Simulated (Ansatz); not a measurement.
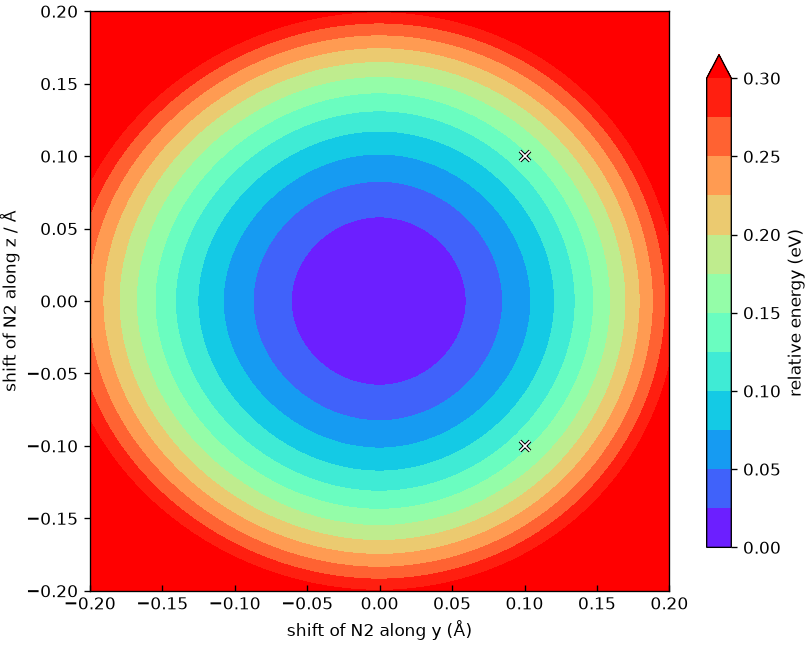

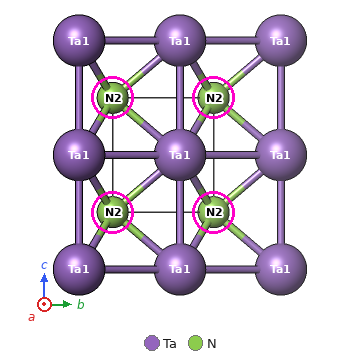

Energy landscape of TaN (P-6m2, No. 187; 2 atoms in the cell). Atom N2 is moved over a plane while all other atoms and the cell stay fixed (its periodic images move with it) (x along [1 0 0], y along [1 2 0], z along [0 0 1] of the conventional cell). The first coordinate is: shift of N2 along y; the second: shift of N2 along z. The scan uses a 5 × 5 grid; 14 points were computed and 9 follow by symmetry. At 2 points there is no value. Points are written as (first, second). All energies are given in eV per cell relative to the lowest grid point. The reference cell is the one listed in the database, not relaxed at this level. Computed with Ansatz 0.2.0, DFT r2SCAN, scalar-relativistic, plane waves, PAW. Settings: cutoff 500 eV, k-mesh 18×18×16 in the order of the run's cell vectors, gaussian smearing 0.15 eV, no spin polarisation.

In the figure: filled contours, crosses at grid points without a value, one colour for all values above the top of the scale. Between grid points the surface is interpolated. The second picture is the structure at the lowest point

### Describe this landscape.

The lowest grid point is at (0.0 Å, 0.0 Å). No other kind of well shows on this grid. The highest grid point, (0.2 Å, −0.2 Å), lies 0.623 eV above the lowest. Near the minimum the well is nearly round, with a curvature of about 14 eV/Å².

Grid values (eV):

```tsv
shift of N2 along z ↓, shift of N2 along y →	−0.2	−0.1	0.0	0.1	0.2
0.2	0.570	0.372	0.301	0.378	0.623
0.1	0.325	0.139	0.073	–	0.366
0.0	0.247	0.065	0.000	0.069	0.283
−0.1	0.325	0.139	0.073	–	0.366
−0.2	0.570	0.372	0.301	0.378	0.623
```
